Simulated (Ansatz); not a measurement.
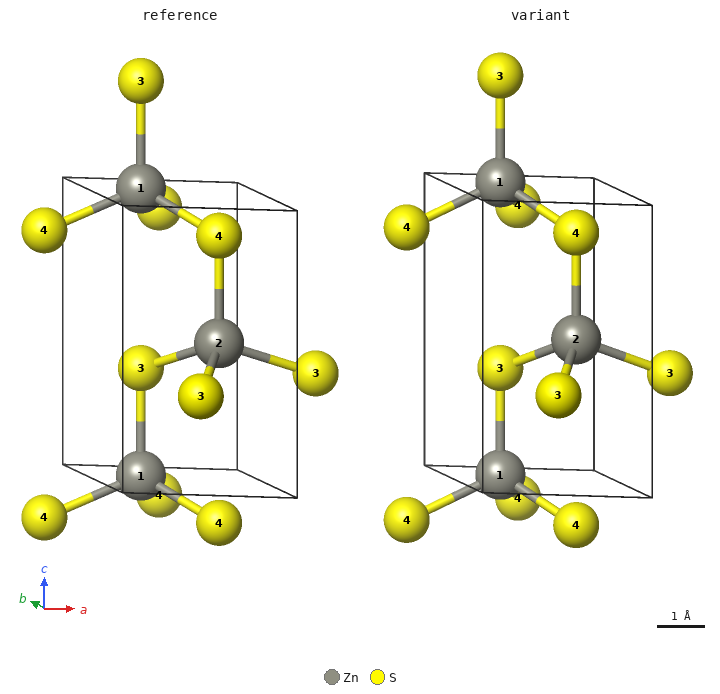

Left: solid ZnS (set up in P6_3mc). Right: the same structure after one change, at the same scale. The picture is a ball-and-stick view of the cell of the calculation, seen slightly off an axis.

These are results of Ansatz, DFT r2SCAN, scalar-relativistic, plane waves, PAW, not measurements. Set-up: plane-wave cutoff 500 eV; k-point mesh 6 × 6 × 4; occupations gaussian; smearing width 0.02 eV; no spin polarisation.

### What was changed?

Biaxial strain in the a–b plane, −3.0 %, is applied. The c axis and the atoms are relaxed.

### What does the change do?

Energy change: +18.5 meV per atom. The pressure goes from 0.0 to 3.5 GPa. The principal stresses (compression positive) are 0.0 GPa along c and 5.2 GPa across it. The gap on the k-mesh goes from 2.78 to 2.75 eV. The drawn cell changes as follows: a = b 3.807 → 3.692 Å (−3.0 %), c 6.245 → 6.359 Å (+1.8 %); the volume changes by −4.2 %. The largest moves relative to the cell, 0.030 Å, are those of Zn1, Zn2, S3 and S4. Zn1 goes along +c. Largest moves by element: Zn 0.030 Å, S 0.030 Å. Among the bonded contacts that change: S–Zn 2.335 → 2.299 to 2.320 Å. The space group stays P6_3mc (No. 186).
